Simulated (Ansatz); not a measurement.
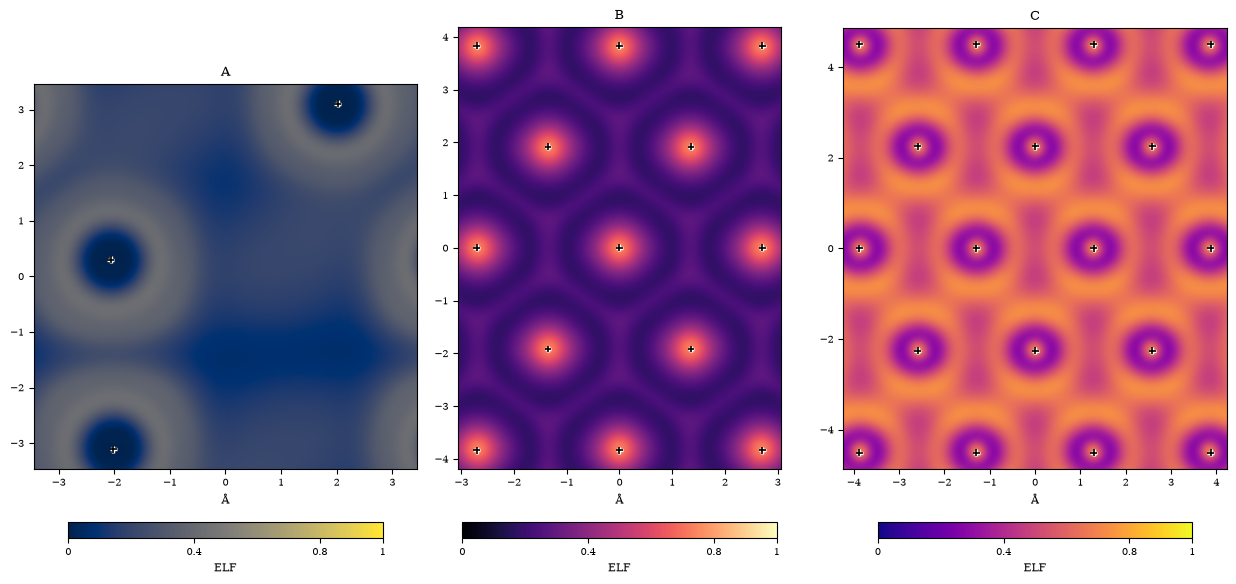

The ELF of 3 systems, each on a plane through atoms (crosses mark nuclei in the plane).

All numbers below come from Kohn-Sham DFT of a periodic cell, LDA, Ansatz PAW in Ansatz 0.2.0.

System 1: Pb, the (010) plane of the conventional cell. Space group C2/m; a structure from a database of computed crystals, not necessarily the ambient phase; computed pressure about −5 GPa in this cell.

```
Pb
1.0
     6.19640    0.00000    0.00000
     0.00000    3.56930    0.00000
    -2.15695    0.00000    6.21477
Pb
4
Cartesian
  0.9647 1.7846 4.5137
  4.0629 0.0000 4.5137
  -0.0235 0.0000 1.7010
  3.0747 1.7846 1.7010
```

System 2: Ni, the (11̄0) plane of the conventional cell. Space group Im-3m; a structure from a database of computed crystals, not necessarily the ambient phase; computed pressure about 2 GPa in this cell; spin-polarised.

```xyz
2
Lattice="2.7109 0.0000 0.0000 0.0000 2.7109 0.0000 0.0000 0.0000 2.7109" Properties=species:S:1:pos:R:3 pbc="T T T"
Ni    0.0000    0.0000    0.0000
Ni    1.3555    1.3555    1.3555
```

System 3: Si, the (11̄0) plane of the conventional cell. Space group I4/mmm; a structure from a database of computed crystals, not necessarily the ambient phase; computed pressure about 7 GPa in this cell.

```cif
data_structure
_symmetry_space_group_name_H-M 'P 1'
_symmetry_Int_Tables_number 1
_cell_length_a 3.1874
_cell_length_b 3.1874
_cell_length_c 2.5868
_cell_angle_alpha 90.000
_cell_angle_beta 90.000
_cell_angle_gamma 90.000
_cell_volume 26.28
loop_
_atom_site_label
_atom_site_type_symbol
_atom_site_fract_x
_atom_site_fract_y
_atom_site_fract_z
_atom_site_occupancy
Si1 Si 0.00000 0.00000 0.00000 1
Si2 Si 0.50000 0.50000 0.50000 1
```

Which map belongs to which system?

Answer. Panel A is system 1, Pb: the plane holds Pb. Pb–Pb (3.40 Å): the ELF is about 0.25 at the midpoint: no shared electron pair shows on this line. Panel B is system 2, Ni: the plane holds Ni. Ni–Ni (2.35 Å): the ELF is about 0.25 at the midpoint: no shared electron pair shows on this line. Panel C is system 3, Si: the plane holds Si. Si–Si (2.59 Å): the ELF peaks at about 0.60 between the atoms.
